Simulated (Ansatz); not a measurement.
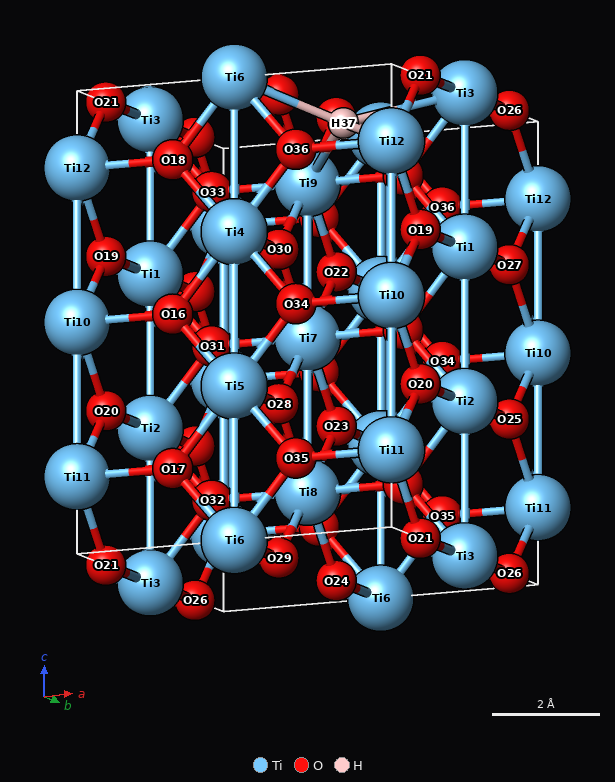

**Figure 1.** The structure as given in the input (ball-and-stick view of the cell of the calculation, seen at an oblique angle; atoms are numbered from 1 in the order of the input).

# Ti₁₂HO₂₄: a changed input and its effect

System: Ti₁₂HO₂₄ (defect cell, 37 atoms in the cell, total charge +1).
Method of the first run: DFT PBEsol, scalar-relativistic, plane waves, PAW, no spin polarisation (Ansatz 0.2.0).

The structure derives from a Materials Project entry. Text and figures count atoms from 1; the logs count them from 0 in places.

### Input file, the first run
```yaml
crystal:
  lattice:
    - [-4.5912433041, -4.5912433041, 0.0]
    - [-4.5912433041, 4.5912433041, 0.0]
    - [0.0, 0.0, -8.8170405773]
  atoms:
    - { symbol: Ti, position: [0.0, 0.5, 0.6666666667] }
    - { symbol: Ti, position: [0.0, 0.5, 0.3333333333] }
    - { symbol: Ti, position: [0.0, 0.5, 1.0] }
    - { symbol: Ti, position: [0.5, 0.0, 0.6666666667] }
    - { symbol: Ti, position: [0.5, 0.0, 0.3333333333] }
    - { symbol: Ti, position: [0.5, 0.0, 1.0] }
    - { symbol: Ti, position: [0.5, 0.5, 0.5] }
    - { symbol: Ti, position: [0.5, 0.5, 0.1666666667] }
    - { symbol: Ti, position: [0.5, 0.5, 0.8333333333] }
    - { symbol: Ti, position: [0.0, 0.0, 0.5] }
    - { symbol: Ti, position: [0.0, 0.0, 0.1666666667] }
    - { symbol: Ti, position: [0.0, 0.0, 0.8333333333] }
    - { symbol: O, position: [0.8044394774, 0.5, 0.5] }
    - { symbol: O, position: [0.8044394774, 0.5, 0.1666666667] }
    - { symbol: O, position: [0.8044394774, 0.5, 0.8333333333] }
    - { symbol: O, position: [0.3044394774, 0.0, 0.5] }
    - { symbol: O, position: [0.3044394774, 0.0, 0.1666666667] }
    - { symbol: O, position: [0.3044394774, 0.0, 0.8333333333] }
    - { symbol: O, position: [0.0, 0.1955605226, 0.6666666667] }
    - { symbol: O, position: [0.0, 0.1955605226, 0.3333333333] }
    - { symbol: O, position: [0.0, 0.1955605226, 1.0] }
    - { symbol: O, position: [0.5, 0.6955605226, 0.6666666667] }
    - { symbol: O, position: [0.5, 0.6955605226, 0.3333333333] }
    - { symbol: O, position: [0.5, 0.6955605226, 1.0] }
    - { symbol: O, position: [0.0, 0.8044394774, 0.3333333333] }
    - { symbol: O, position: [0.0, 0.8044394774, 0.0] }
    - { symbol: O, position: [0.0, 0.8044394774, 0.6666666667] }
    - { symbol: O, position: [0.5, 0.3044394774, 0.3333333333] }
    - { symbol: O, position: [0.5, 0.3044394774, 0.0] }
    - { symbol: O, position: [0.5, 0.3044394774, 0.6666666667] }
    - { symbol: O, position: [0.1955605226, 0.5, 0.5] }
    - { symbol: O, position: [0.1955605226, 0.5, 0.1666666667] }
    - { symbol: O, position: [0.1955605226, 0.5, 0.8333333333] }
    - { symbol: O, position: [0.6955605226, 0.0, 0.5] }
    - { symbol: O, position: [0.6955605226, 0.0, 0.1666666667] }
    - { symbol: O, position: [0.6955605226, 0.0, 0.8333333333] }
    - { symbol: H, position: [0.7393310962, 0.2312123825, 0.9163688782] }
total_charge: 1
basis:
  ecutwfc: 420
  xc_grid: 2
kpoints:
  mp_grid: { grid: [2, 2, 2], shift: [0.5, 0.5, 0.5] }
hamiltonian:
  xc: pbesol
scf:
  occupations: { method: gaussian, width: 0.02 }
output:
  forces: true
  stress: false
  eigenvalues: true
relax:
  adjacent_minimum: "off"
  f_tol: 0.02
  max_steps: 60
```

Launched with:
```bash
ansatz run input.yaml --threads 8 --pin off --max-ram 20480MiB --backend cpu --events-out ev --progress --plain --runs-dir out
```

Hardware: 8 threads of Intel Xeon @ 2.50GHz (Skylake/Cascade Lake), 192 GiB of memory available, shared host.

### Output, shortened to warnings, some set-up lines, iterations and results (the first run)
```
Basis set: ecut = 420 eV, 7297 PW (Γ), exchange–correlation on 90×90×120 points (8 copies of the dense FFT grid, shifted against one another)
Symmetry: 1 space group operations
k-points: 4 of 8 (time reversal used)
Initial density: superposition of atomic densities (neutral atoms scaled as one to the charged cell's electrons: chi_scale 0, normalization atom), corrected by the library's trained network
[...]
SCF iter   1: F=—  HF=-43222.527431 eV  |F-HF|=—  |Δ(HF+E_count)|=         —  Δρ=2.06e-2  dr2=1.61e0  ethr=1.77e-3  ⟨swp⟩=5.0  Hψ=2688  notcnv=0  defer=17
SCF iter   2: F=—  HF=-43222.325411 eV  |F-HF|=—  |Δ(HF+E_count)|=   2.02e-1  Δρ=1.16e-2  dr2=4.32e-1  ethr=5.60e-4  ⟨swp⟩=2.0  Hψ=1148  notcnv=0  defer=120
SCF iter   3: F=—  HF=-43222.253766 eV  |F-HF|=—  |Δ(HF+E_count)|=   7.16e-2  Δρ=2.35e-3  dr2=1.81e-2  ethr=1.50e-4  ⟨swp⟩=2.0  Hψ=920  notcnv=0  defer=120
SCF iter   4: F=—  HF=-43222.253821 eV  |F-HF|=—  |Δ(HF+E_count)|=   5.44e-5  Δρ=7.00e-4  dr2=2.17e-3  ethr=6.29e-6  ⟨swp⟩=3.0  Hψ=1212  notcnv=0  defer=120
SCF iter   5: F=—  HF=-43222.252767 eV  |F-HF|=—  |Δ(HF+E_count)|=   1.05e-3  Δρ=3.24e-4  dr2=3.37e-4  ethr=7.55e-7  ⟨swp⟩=2.0  Hψ=1104  notcnv=0  defer=120
[... 98 lines ...]
SCF iter   4: F=—  HF=-43224.504614 eV  |F-HF|=—  |Δ(HF+E_count)|=   3.62e-6  Δρ=1.73e-5  dr2=9.75e-7  ethr=6.85e-9  ⟨swp⟩=2.0  Hψ=892  notcnv=0  defer=48
SCF iter   5: F=—  HF=-43224.504614 eV  |F-HF|=—  |Δ(HF+E_count)|=   6.28e-8  Δρ=8.56e-6  dr2=2.43e-7  ethr=3.39e-10  ⟨swp⟩=2.0  Hψ=892  notcnv=0  defer=48
SCF iter   6: F=-43224.504614 eV  HF=-43224.504614 eV  |F-HF|=3.86e-8  |Δ(HF+E_count)|=   9.24e-9  Δρ=4.17e-6  dr2=6.35e-8  ethr=3.47e-11  ⟨swp⟩=8.0  Hψ=2773  notcnv=0
SCF 12 converged in 6 iterations: F = -43224.504614 eV  dr2 = 6.35e-8
relax step  12: F+E_penalty+E_count = -43224.50461420 eV  Δ(F+E_penalty+E_count) = -1.673e-4 eV  max|allowed force component| = 1.062e-2 eV/Å  Δτ_max = 0.0029 Å  (6 SCF …
SCF converged after 6 iterations
Free energy (F): -43224.504614 eV
Harris-Foulkes:  -43224.504614 eV  (|F-HF|=3.86e-8)
Internal energy: -43224.504614 eV  (E = F + TS)
E sigma→0 (E₀):  -43224.504614 eV
Fermi energy:    10.101882 eV
--- Per-component energies (eV) ---
  E_band       = -2329.453157
  E_kinetic    = 7467.472287
  E_local      = -18394.472410  (includes V_loc(G=0)·N_el)
  E_nonlocal   = 1200.177710
  E_hartree    = 6982.885681
  E_xc         = -2923.281238
  E_vxc        = -3721.205767  (∫ρ·V_xc dr)
  E_paw        = -15891.181084  (= ΣΔE_a)
  E_vpaw       = -2847.257127  (= ΣTr[D̂ρ^β])
  E_aug_tail   = 0.058776  (compensation charges beyond the density's cutoff)
  E_ewald      = -21668.683857
  E_core_change = 2.519522  (= ΣΔE_core)
  E_smearing   = -0.000000  (= −TS)
  E_closure    = -0.000000  (closes the sum)
  E_deformation_potential = 19.119616  (in the stress; not in F)
  Σ components = -43224.504614   (vs F -43224.504614, Δ=0.00e0)
--- Forces (eV/Å), atoms counted from 1 ---
  atom   1  Ti     0.00029001     0.00200422    -0.00745454
  atom   2  Ti    -0.00018580    -0.00175863    -0.00266687
  atom   3  Ti     0.00238355     0.00092353     0.01061757
  atom   4  Ti     0.00115258    -0.00578589    -0.00814757
  atom   5  Ti     0.00132380     0.00029482    -0.00227557
  atom   6  Ti     0.00192448    -0.00183413     0.00559862
  atom   7  Ti     0.00206447    -0.00032627    -0.01020095
  atom   8  Ti     0.00128121    -0.00088908     0.00377920
  atom   9  Ti    -0.00164662     0.00075335     0.00408262
  atom  10  Ti    -0.00034681     0.00054808    -0.00873452
  atom  11  Ti     0.00016679    -0.00011996     0.00496184
  atom  12  Ti     0.00140877     0.00310358     0.00130768
  atom  13  O      0.00116240     0.00015347     0.00407301
  atom  14  O      0.00264858     0.00097405    -0.00475855
  atom  15  O     -0.00131267    -0.00131438    -0.00038270
  atom  16  O      0.00141328     0.00242364     0.00366428
  atom  17  O     -0.00024153     0.00152588     0.00066075
  atom  18  O     -0.00058941     0.00048370    -0.00232873
  atom  19  O      0.00267099    -0.00308007     0.00380487
  atom  20  O     -0.00073931     0.00039288     0.00119968
  atom  21  O      0.00100859    -0.00211820    -0.00251739
  atom  22  O     -0.00098126     0.00094988     0.00203248
  atom  23  O     -0.00373213     0.00319617     0.00099690
  atom  24  O     -0.00288128     0.00264883    -0.00273085
  atom  25  O     -0.00071938     0.00075587     0.00081572
  atom  26  O     -0.00203754     0.00219862    -0.00277359
  atom  27  O     -0.00277685     0.00155121     0.00314765
  atom  28  O      0.00088292    -0.00121959     0.00227172
  atom  29  O      0.00296919    -0.00148261    -0.00276131
[...]
```

The second run used a changed input.

### The two runs side by side

| quantity | the first run | the second run |
| --- | --- | --- |
| outcome | converged | converged |
| free energy per atom (eV) | −1168.2299 | −1167.8676 |
| gap on the mesh (eV) | 2.48 | 2.53 |
| largest force (eV/Å) | 0.011 | 0.019 |
| SCF iterations | 84 | 89 |
| irreducible k-points | 4 | 4 |
| wall time (shared host) | 90 s | 66 s |

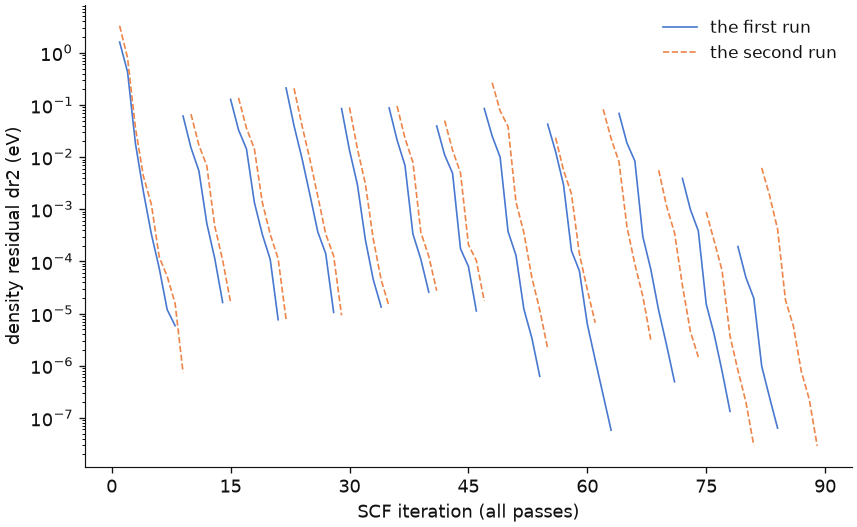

**Figure 2.** Convergence of the two runs: density residual dr2 against the SCF iteration. A break in a curve parts two SCF passes. The first run takes 84 iterations in all, and the second run takes 89.

What was changed in the input?

The change (lines with − go, lines with + come):
```diff
-  ecutwfc: 420
+  ecutwfc: "300 eV"
-  stress: false
```

The free energy of the second run is 362.3 meV per atom higher, which measures how much it depends on this numerical setting. The gap on the mesh goes from 2.48 to 2.53 eV. More plane waves can only lower the energy of a fixed Hamiltonian, so the higher cutoff gives the lower value. The SCF takes 89 iterations over all geometry steps against 84.

### Output, shortened to warnings, some set-up lines, iterations and results (the second run)
```
Warning: basis.ecutwfc = 300 eV is below the records' recommended 420 eV, and the density's cutoff is lower with it unless basis.ecutrho_ratio is high enough to keep the records' density cutoff: compare with a run at a higher cutoff
Basis set: ecut = 300 eV, 4357 PW (Γ), exchange–correlation on 80×80×100 points (8 copies of the dense FFT grid, shifted against one another)
Symmetry: 1 space group operations
k-points: 4 of 8 (time reversal used)
Initial density: superposition of atomic densities (neutral atoms scaled as one to the charged cell's electrons: chi_scale 0, normalization atom), corrected by the library's trained network
[...]
SCF iter   1: F=—  HF=-43209.381084 eV  |F-HF|=—  |Δ(HF+E_count)|=         —  Δρ=3.73e-2  dr2=3.31e0  ethr=1.77e-3  ⟨swp⟩=4.0  Hψ=2592  notcnv=0  defer=4
SCF iter   2: F=—  HF=-43208.858142 eV  |F-HF|=—  |Δ(HF+E_count)|=   5.23e-1  Δρ=1.60e-2  dr2=8.03e-1  ethr=1.15e-3  ⟨swp⟩=2.5  Hψ=1193  notcnv=0  defer=120
SCF iter   3: F=—  HF=-43208.720350 eV  |F-HF|=—  |Δ(HF+E_count)|=   1.38e-1  Δρ=6.40e-3  dr2=3.60e-2  ethr=2.79e-4  ⟨swp⟩=2.0  Hψ=920  notcnv=0  defer=120
SCF iter   4: F=—  HF=-43208.726524 eV  |F-HF|=—  |Δ(HF+E_count)|=   6.17e-3  Δρ=1.47e-3  dr2=4.30e-3  ethr=1.25e-5  ⟨swp⟩=2.0  Hψ=1160  notcnv=0  defer=120
SCF iter   5: F=—  HF=-43208.722513 eV  |F-HF|=—  |Δ(HF+E_count)|=   4.01e-3  Δρ=6.54e-4  dr2=1.25e-3  ethr=1.49e-6  ⟨swp⟩=2.0  Hψ=1108  notcnv=0  defer=120
[... 105 lines ...]
SCF iter   6: F=—  HF=-43211.099362 eV  |F-HF|=—  |Δ(HF+E_count)|=   6.82e-7  Δρ=1.63e-5  dr2=7.69e-7  ethr=1.97e-9  ⟨swp⟩=2.0  Hψ=932  notcnv=0  defer=120
SCF iter   7: F=—  HF=-43211.099362 eV  |F-HF|=—  |Δ(HF+E_count)|=   5.22e-8  Δρ=8.29e-6  dr2=2.26e-7  ethr=2.67e-10  ⟨swp⟩=2.0  Hψ=954  notcnv=0  defer=120
SCF iter   8: F=-43211.099362 eV  HF=-43211.099362 eV  |F-HF|=8.66e-9  |Δ(HF+E_count)|=   1.29e-8  Δρ=3.00e-6  dr2=2.89e-8  ethr=3.47e-11  ⟨swp⟩=9.2  Hψ=2963  notcnv=0
SCF 13 converged in 8 iterations: F = -43211.099362 eV  dr2 = 2.89e-8
relax step  13: F+E_penalty+E_count = -43211.09936217 eV  Δ(F+E_penalty+E_count) = -2.380e-5 eV  max|allowed force component| = 1.834e-2 eV/Å  Δτ_max = 0.0208 Å  (8 SCF …
SCF converged after 8 iterations
Free energy (F): -43211.099362 eV
Harris-Foulkes:  -43211.099362 eV  (|F-HF|=8.66e-9)
Internal energy: -43211.099362 eV  (E = F + TS)
E sigma→0 (E₀):  -43211.099362 eV
Fermi energy:    10.091908 eV
--- Per-component energies (eV) ---
  E_band       = -2341.890577
  E_kinetic    = 7558.140589
  E_local      = -18438.409505  (includes V_loc(G=0)·N_el)
  E_nonlocal   = 1135.877151
  E_hartree    = 7000.754067
  E_xc         = -2946.228680
  E_vxc        = -3750.997594  (∫ρ·V_xc dr)
  E_paw        = -15878.915352  (= ΣΔE_a)
  E_vpaw       = -2848.255017  (= ΣTr[D̂ρ^β])
  E_aug_tail   = 0.243797  (compensation charges beyond the density's cutoff)
  E_ewald      = -21645.080952
  E_core_change = 2.519522  (= ΣΔE_core)
  E_smearing   = -0.000000  (= −TS)
  E_closure    = 0.000000  (closes the sum)
  E_deformation_potential = 19.119616  (in the stress; not in F)
  Σ components = -43211.099362   (vs F -43211.099362, Δ=0.00e0)
--- Forces (eV/Å), atoms counted from 1 ---
  atom   1  Ti    -0.00115806    -0.00335191     0.00725264
  atom   2  Ti     0.00796353     0.00285600    -0.00730200
  atom   3  Ti    -0.01386215    -0.00342778     0.01070105
  atom   4  Ti    -0.00853508    -0.00732272    -0.00846542
  atom   5  Ti     0.00205741    -0.00466687    -0.01141864
  atom   6  Ti     0.00099741     0.00240047     0.01833940
  atom   7  Ti     0.00011882    -0.00467775    -0.00549083
  atom   8  Ti     0.00408175     0.00440363    -0.00261991
  atom   9  Ti    -0.00157710     0.00293625     0.00992250
  atom  10  Ti     0.00175198     0.00096542    -0.00434778
  atom  11  Ti    -0.00269992    -0.00074333    -0.00120934
  atom  12  Ti     0.00421276    -0.00390486     0.00351390
  atom  13  O     -0.00513968    -0.00483781     0.00388124
  atom  14  O     -0.00309879    -0.00265524    -0.00817280
  atom  15  O      0.00534244     0.00127441    -0.00359542
  atom  16  O      0.00370401     0.00126956     0.00962607
  atom  17  O      0.00174121     0.00369982     0.00123557
  atom  18  O     -0.00095746     0.00256122    -0.00308413
  atom  19  O     -0.00294578     0.00531480    -0.00739383
  atom  20  O     -0.00360308     0.00379025     0.00342096
  atom  21  O      0.00216551    -0.00258028    -0.00185506
  atom  22  O      0.00726220    -0.00464072    -0.00149577
  atom  23  O     -0.00363253     0.00580869     0.00051696
  atom  24  O      0.00644347    -0.00563321    -0.00588662
  atom  25  O      0.00126149    -0.00285239     0.00132720
  atom  26  O     -0.00037294    -0.00151236    -0.00579295
  atom  27  O     -0.00237311     0.00064206    -0.00273108
  atom  28  O      0.00152418     0.00032960     0.00371653
  atom  29  O      0.00071334     0.00191403    -0.00337992
[...]
```

For the second run: These settings are looser than, or depart from, a standard set-up, so the numbers are not reference values for this system. Warnings: the cutoff is below the recommended one.
